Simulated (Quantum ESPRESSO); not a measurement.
# Run report: ZrS$_{2}$, geometry relaxation (part 2 of 2)

ZrS$_{2}$ (P-3m1, 3 atoms in the cell); Kohn-Sham DFT of a periodic cell, BLYP, PseudoDojo 0.5 SR PBE standard, no spin polarisation (Quantum ESPRESSO 7.5); cutoff 1224.51 eV, 8×8×4 k-mesh, fermi-dirac of 0.05 eV. The structure derives from a Materials Project entry.

Geometry of the input (Å; fractional positions):
```
3.6914  0.0000  0.0000
-1.8457  3.1968  0.0000
0.0000  0.0000  6.0411
Zr 0.0000  0.0000  0.0000
S  0.3333  0.6667  0.2379
S  0.6667  0.3333  0.7621
```

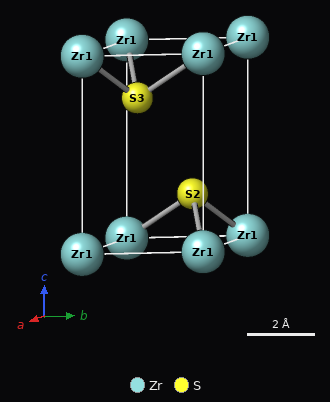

*The geometry at step 3 of the log (ball-and-stick view of the cell of the calculation, seen slightly off an axis; atoms are numbered from 1 in the order of the input).*

## Log, continued
```
     End of self-consistent calculation

          k = 0.0000 0.0000 0.0764 (  6935 PWs)   bands (ev):

   -42.1780 -20.2293 -20.0988 -20.0988  -5.6380  -4.3310   2.8514   4.1316
     4.1316   6.6258   6.7859   6.7859   8.4581   8.4581   9.3709  11.8924
    11.8924  12.9518  13.1130

          k = 0.0000 0.0000 0.2291 (  6964 PWs)   bands (ev):

   -42.1780 -20.2295 -20.0988 -20.0988  -5.5075  -4.5291   3.4598   4.1511
     4.1511   5.5810   6.7163   6.7163   8.4408   8.4408   9.5956  12.0936
    12.0936  13.3270  14.1398

          k = 0.0000 0.1443 0.0764 (  6950 PWs)   bands (ev):

   -42.1755 -20.2216 -20.1348 -20.1065  -5.4886  -4.3644   3.0253   4.0110
     4.2118   5.8517   6.4419   6.7644   8.5592   8.9146   9.5595  11.5194
    11.7416  13.5813  14.0976

          k = 0.0000 0.1443 0.2291 (  6964 PWs)   bands (ev):

   -42.1755 -20.2218 -20.1348 -20.1065  -5.3621  -4.5430   3.5004   3.9516
     4.2263   5.8261   6.0277   6.3929   8.5346   8.9060   9.8613  11.5357
    11.8748  14.0667  14.7447

          k = 0.0000 0.2887 0.0764 (  6947 PWs)   bands (ev):

   -42.1694 -20.2218 -20.2014 -20.1251  -5.1251  -4.4226   3.3120   4.0581
     4.3738   4.4434   5.9758   6.6415   8.3580   9.5606  10.0064  11.5184
    11.8011  14.5409  15.0772

          k = 0.0000 0.2887 0.2291 (  6937 PWs)   bands (ev):

   -42.1694 -20.2218 -20.2016 -20.1251  -5.0271  -4.5397   3.2919   3.9914
     4.3618   4.7598   5.9856   6.4246   8.3127   9.5921  10.2445  11.2190
    11.7627  14.4144  14.9842

          k = 0.0000 0.4330 0.0764 (  6943 PWs)   bands (ev):

   -42.1634 -20.3048 -20.1834 -20.1436  -4.8257  -4.3726   3.0422   3.8432
     4.4284   4.5626   5.8041   5.9823   8.1485   9.9215  10.3201  12.1499
    12.1890  14.1599  14.5724

          k = 0.0000 0.4330 0.2291 (  6946 PWs)   bands (ev):

   -42.1634 -20.3047 -20.1835 -20.1436  -4.8305  -4.3618   2.9271   3.6585
     4.3706   4.8583   5.9007   6.2397   8.0471   9.9471  10.2995  11.9851
    12.0779  13.6361  14.2312

          k = 0.0000-0.5774 0.0764 (  6936 PWs)   bands (ev):

   -42.1609 -20.3390 -20.1756 -20.1512  -4.7494  -4.2929   2.6931   4.2421
     4.4241   4.6520   5.4053   5.7744   8.0876  10.0621  10.3401  12.4465
    12.8095  13.6228  14.7621

          k = 0.0000-0.5774 0.2291 (  6912 PWs)   bands (ev):

   -42.1609 -20.3389 -20.1757 -20.1512  -4.7937  -4.2356   2.6224   3.9429
     4.3464   4.7001   5.9115   6.0038   7.9722  10.0566  10.3373  12.1767
    12.9548  13.2099  14.2103

          k = 0.1250 0.2165 0.0764 (  6964 PWs)   bands (ev):

   -42.1712 -20.2085 -20.1914 -20.1236  -5.2203  -4.4250   3.3565   3.9101
     4.2764   5.0660   5.7593   6.6671   8.8233   9.0589   9.9087  11.5200
    11.6983  14.6765  15.1030

          k = 0.1250 0.2165 0.2291 (  6948 PWs)   bands (ev):

   -42.1712 -20.2087 -20.1914 -20.1236  -5.1025  -4.5712   3.4441   3.9918
     4.2777   5.1927   5.7189   6.3117   8.8853   8.9695  10.1581  11.3592
    11.6405  15.1862  15.2686

          k = 0.1250 0.3608 0.0764 (  6938 PWs)   bands (ev):

   -42.1652 -20.2673 -20.1899 -20.1508  -4.8567  -4.4546   3.4712   3.7793
     4.3009   4.5557   5.3741   6.2809   8.6040   9.6319  10.2835  11.3618
    12.3404  15.1634  15.2100

          k = 0.1250 0.3608 0.2291 (  6933 PWs)   bands (ev):

   -42.1652 -20.2672 -20.1900 -20.1508  -4.8017  -4.5125   3.2924   3.6344
     4.4632   4.8397   5.4240   6.2796   8.5756   9.5615  10.2961  11.4941
    11.9149  14.7518  14.9525

          k = 0.1250 0.5052 0.0764 (  6924 PWs)   bands (ev):

   -42.1609 -20.3196 -20.1766 -20.1704  -4.7042  -4.3405   2.9369   3.8527
     4.5093   4.7739   5.2389   5.6874   8.5098   9.9808  10.2295  11.8418
    12.6559  14.4479  15.0338

          k = 0.1250 0.5052 0.2291 (  6921 PWs)   bands (ev):

   -42.1609 -20.3195 -20.1767 -20.1704  -4.7358  -4.3015   2.8705   3.6906
     4.4317   4.8874   5.3807   5.9868   8.3768   9.9650  10.2097  11.8217
    12.7451  13.8698  14.5391

          k = 0.2500 0.4330 0.0764 (  6923 PWs)   bands (ev):

   -42.1609 -20.2923 -20.1999 -20.1751  -4.5562  -4.4975   3.3523   3.7784
     4.3073   4.7167   4.8710   5.7746   9.0079   9.7244  10.1613  11.4807
    12.6525  14.8964  15.7263

          k = 0.2500 0.4330 0.2291 (  6939 PWs)   bands (ev):

   -42.1609 -20.2923 -20.1999 -20.1752  -4.5842  -4.4679   3.3081   3.5460
     4.4728   4.7719   5.0812   5.7564   9.0375   9.4545  10.1847  11.6739
    12.6230  14.9140  15.3352

          k = 0.2500 0.5774 0.0764 (  6922 PWs)   bands (ev):

   -42.1591 -20.2937 -20.2276 -20.1707  -4.5371  -4.3999   3.2897   3.6966
     4.1620   4.9069   4.9290   5.5000   9.0207   9.9568  10.0452  11.7342
    12.2600  14.8322  15.8888

          k = 0.2500 0.5774 0.2291 (  6936 PWs)   bands (ev):

   -42.1591 -20.2936 -20.2276 -20.1708  -4.5594  -4.3784   3.2773   3.6206
     4.2401   4.8767   5.0535   5.4873   8.9791   9.8350   9.9717  11.9178
    12.6791  14.6939  15.5595

          k = 0.0000 0.1443-0.0764 (  6950 PWs)   bands (ev):

   -42.1755 -20.2216 -20.1348 -20.1065  -5.4857  -4.3693   3.0513   3.9772
     4.2362   5.9161   6.3681   6.7278   8.5552   8.9230   9.5159  11.4634
    11.9214  13.6140  14.0295

          k = 0.0000 0.1443-0.2291 (  6964 PWs)   bands (ev):

   -42.1755 -20.2218 -20.1348 -20.1065  -5.3580  -4.5490   3.5504   3.9078
     4.2514   5.7677   6.1110   6.3197   8.5220   8.9145   9.8159  11.4521
    12.0616  14.2118  14.5644

          k = 0.0000 0.2887-0.0764 (  6947 PWs)   bands (ev):

   -42.1694 -20.2218 -20.2014 -20.1251  -5.0971  -4.4615   3.6107   3.7630
     4.4237   4.5885   5.8714   6.3643   8.4065   9.5615   9.8458  11.7811
    12.0335  14.4381  15.4567

          k = 0.0000 0.2887-0.2291 (  6937 PWs)   bands (ev):

   -42.1694 -20.2218 -20.2015 -20.1251  -4.9821  -4.5954   3.4530   3.9431
     4.4106   4.8000   5.8826   6.1626   8.3498   9.5903  10.0060  11.4993
    11.9957  14.5274  15.5814

          k = 0.0000 0.4330-0.0764 (  6943 PWs)   bands (ev):

   -42.1634 -20.3048 -20.1834 -20.1436  -4.7513  -4.4621   3.1290   4.1347
     4.4437   4.4692   5.5467   5.7269   8.1991   9.9382  10.2141  12.3288
    12.6499  13.9691  15.1969

          k = 0.0000 0.4330-0.2291 (  6946 PWs)   bands (ev):

   -42.1634 -20.3047 -20.1835 -20.1436  -4.7600  -4.4476   3.0112   3.8060
     4.4063   4.8812   5.7784   5.8275   8.1215   9.9637  10.1924  12.1138
    12.5786  13.5154  14.8191

          k =-0.1250 0.3608-0.0764 (  6938 PWs)   bands (ev):

   -42.1652 -20.2673 -20.1899 -20.1508  -4.8128  -4.5071   3.6002   3.8935
     4.1159   4.6845   5.2713   6.0592   8.7265   9.4896  10.2378  11.5672
    12.5198  14.7684  15.9597

          k =-0.1250 0.3608-0.2291 (  6933 PWs)   bands (ev):

   -42.1652 -20.2672 -20.1900 -20.1508  -4.7239  -4.5988   3.3782   3.6821
     4.4568   4.9197   5.3131   6.0421   8.6981   9.4274  10.2567  11.6625
    12.0700  14.7155  15.5608

          k =-0.1250 0.5052-0.0764 (  6924 PWs)   bands (ev):

   -42.1609 -20.3196 -20.1766 -20.1704  -4.6661  -4.3853   2.9632   3.9763
     4.6028   4.7024   5.1831   5.4741   8.5764   9.9111  10.2319  11.9549
    12.8028  14.2891  15.2342

          k =-0.1250 0.5052-0.2291 (  6921 PWs)   bands (ev):

   -42.1609 -20.3195 -20.1767 -20.1704  -4.7057  -4.3384   2.8950   3.7849
     4.4919   4.8330   5.3304   5.8054   8.4501   9.8950  10.2172  11.8824
    13.0530  13.6751  14.8113

     the Fermi energy is     7.3883 ev

!    total energy              =    -145.22646948 Ry
     estimated scf accuracy    <          2.4E-10 Ry
     smearing contrib. (-TS)   =      -0.00000006 Ry
     internal energy E=F+TS    =    -145.22646943 Ry

     The total energy is F=E-TS. E is the sum of the following terms:
     one-electron contribution =     -55.22612504 Ry
     hartree contribution      =      35.47188481 Ry
     xc contribution           =     -32.25512747 Ry
     ewald contribution        =     -93.21710172 Ry

     convergence has been achieved in  10 iterations

     Forces acting on atoms (cartesian axes, Ry/au):

     atom    1 type  1   force =     0.00000000   -0.00000000    0.00000000
     atom    2 type  2   force =     0.00000000    0.00000000    0.01274445
     atom    3 type  2   force =     0.00000000    0.00000000   -0.01274445

     Total force =     0.018023     Total SCF correction =     0.000026

     Computing stress (Cartesian axis) and pressure

          total   stress  (Ry/bohr**3)                   (kbar)     P=       45.29
   0.00032170  -0.00000000  -0.00000000           47.32       -0.00       -0.00
   0.00000000   0.00032170  -0.00000000            0.00       47.32       -0.00
   0.00000000   0.00000000   0.00028027            0.00        0.00       41.23

=------------------------------------------------------------------------------=
   JOB DONE.
=------------------------------------------------------------------------------=
```

## Trajectory as extended XYZ (Å, eV, eV/Å), 6 frames, from step=0 to step=5
```
3
Lattice="3.6914 0.0000 0.0000 -1.8457 3.1968 0.0000 0.0000 0.0000 6.0411" Properties=species:S:1:pos:R:3:forces:R:3 step=0 energy=-1975.90678
Zr    0.0000    0.0000    0.0000    0.0000   0.0000   0.0000
S     0.0000    2.1312    1.4372    0.0000   0.0000   0.3277
S     1.8457    1.0656    4.6038    0.0000   0.0000  -0.3277
3
Lattice="3.6914 0.0000 0.0000 -1.8457 3.1968 0.0000 0.0000 0.0000 6.0411" Properties=species:S:1:pos:R:3:forces:R:3 step=1 energy=-1975.91066
Zr    0.0000    0.0000    0.0000    0.0000   0.0000   0.0000
S     0.0000    2.1312    1.4440    0.0000   0.0000   0.2486
S     1.8457    1.0656    4.5971    0.0000   0.0000  -0.2486
3
Lattice="3.6914 0.0000 0.0000 -1.8457 3.1968 0.0000 0.0000 0.0000 6.0411" Properties=species:S:1:pos:R:3:forces:R:3 step=2 energy=-1975.91371
Zr    0.0000    0.0000    0.0000    0.0000   0.0000   0.0000
S     0.0000    2.1312    1.4514    0.0000   0.0000   0.1620
S     1.8457    1.0656    4.5897    0.0000   0.0000  -0.1620
3
Lattice="3.6914 0.0000 0.0000 -1.8457 3.1968 0.0000 0.0000 0.0000 6.0411" Properties=species:S:1:pos:R:3:forces:R:3 step=3 energy=-1975.91587
Zr    0.0000    0.0000    0.0000    0.0000   0.0000   0.0000
S     0.0000    2.1312    1.4625    0.0000   0.0000   0.0330
S     1.8457    1.0656    4.5786    0.0000   0.0000  -0.0330
3
Lattice="3.6914 0.0000 0.0000 -1.8457 3.1968 0.0000 0.0000 0.0000 6.0411" Properties=species:S:1:pos:R:3:forces:R:3 step=4 energy=-1975.91597
Zr    0.0000    0.0000    0.0000    0.0000   0.0000   0.0000
S     0.0000    2.1312    1.4654    0.0000   0.0000   0.0002
S     1.8457    1.0656    4.5757    0.0000   0.0000  -0.0002
3
Lattice="3.6914 0.0000 0.0000 -1.8457 3.1968 0.0000 0.0000 0.0000 6.0411" Properties=species:S:1:pos:R:3:forces:R:3 step=5 energy=-1975.91597
Zr    0.0000    0.0000    0.0000    0.0000   0.0000   0.0000
S     0.0000    2.1312    1.4654    0.0000   0.0000   0.0002
S     1.8457    1.0656    4.5757    0.0000   0.0000  -0.0002
```

## Results in brief

```csv
quantity,value
outcome,converged
space group (tolerance 0.01 Å),P-3m1 (164)
electrons treated,24
free energy,−1975.9160 eV
Fermi energy,7.378 eV
gap on the k-point mesh,1.10 eV
pressure,3.08 GPa
final volume,71.29 Å³
largest force (length of the vector) at the end,under 0.001 eV/Å
final cell,"a = 3.691 Å, b = 3.691 Å, c = 6.041 Å, α = 90.00°, β = 90.00°, γ = 120.00°"
"ε∞ (xx, yy, zz)","11.47, 11.47, 5.03"
Born charges (mean of the diagonal),"Zr1 (5.40 e); S2, S3 (−2.73 e)"
hardware,"1 thread of Intel Xeon (Granite Rapids), 64 GiB of memory available, shared host"
wall time,11 min
peak memory,0.15 GiB
```

## Remarks

The record of the run, not the program, notes: potentials made for another functional; SCF correction compared to forces is large. Points of doubt noted for this run: potentials made for another functional.
